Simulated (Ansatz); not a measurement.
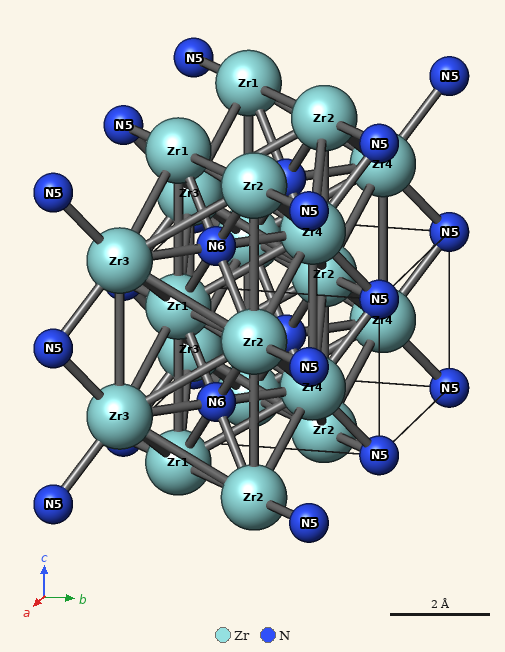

The starting point is a crystal of Zr₂N (set up in P4_2/mnm). The picture is a ball-and-stick view of the cell of the calculation, repeated 2 × 1 × 2 with one cell outlined, seen slightly off an axis.

Theory: DFT PBEsol, scalar-relativistic, plane waves, PAW (Ansatz 0.2.0). (plane-wave cutoff 420 eV; k-point mesh 8 × 8 × 10; occupations gaussian; smearing width 0.1 eV; no spin polarisation)

Change: The volume is changed by +6.0 %. The cell's shape and the atoms are relaxed at that volume.

The input:
```yaml
crystal:
  lattice:
    - [5.4789587495, 0.0, 0.0]
    - [0.0, 5.4789587495, 0.0]
    - [0.0, 0.0, 3.33243933]
  atoms:
    - { symbol: Zr, position: [0.2969894456, 0.2969894456, 0.0] }
    - { symbol: Zr, position: [0.7030105544, 0.7030105544, 0.0] }
    - { symbol: Zr, position: [0.7969894456, 0.2030105544, 0.5] }
    - { symbol: Zr, position: [0.2030105544, 0.7969894456, 0.5] }
    - { symbol: "N", position: [0.0, 0.0, 0.0] }
    - { symbol: "N", position: [0.5, 0.5, 0.5] }
basis:
  ecutwfc: 420
kpoints:
  mp_grid: { grid: [8, 8, 10] }
hamiltonian:
  xc: pbesol
scf:
  occupations: { method: gaussian, width: 0.1 }
output:
  forces: true
  stress: true
  eigenvalues: true
relax:
  adjacent_minimum: "off"
  f_tol: 0.01
  max_steps: 30
  cell: { stress_tol: 0.1, fix: [volume] }
```

Launched with:
```bash
ansatz run input.yaml --threads 1 --pin off --max-ram 2560MiB --backend cpu --events-out ev --progress --plain --runs-dir out
```

Predict the response.

The energy rises by 30.1 meV per atom. Pressure: 0.0 GPa before, −9.7 GPa after. It is metallic before and after. The volume changes by +6.0 %, with a = b 5.370 → 5.483 Å (+2.1 %), c 3.273 → 3.327 Å (+1.7 %). The largest moves relative to the cell, 0.013 Å, are those of Zr1, Zr2, Zr3 and Zr4. Zr1 goes along [1 1 0]. N stays in place. Near-neighbour distances before and after: Zr–Zr 3.183 → 3.250 Å, N–Zr 2.251 → 2.286 to 2.310 Å, Zr–Zr 3.273 → 3.327 Å, Zr–Zr 3.095 → 3.135 Å. The space group stays P4_2/mnm (No. 136).

Drawn alike, the variant:

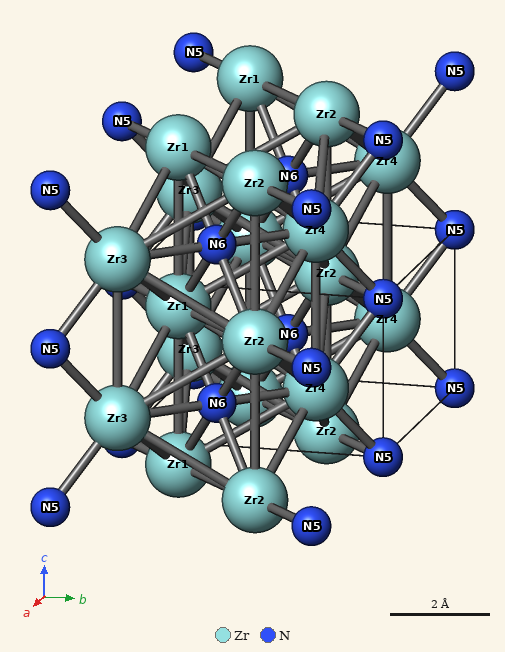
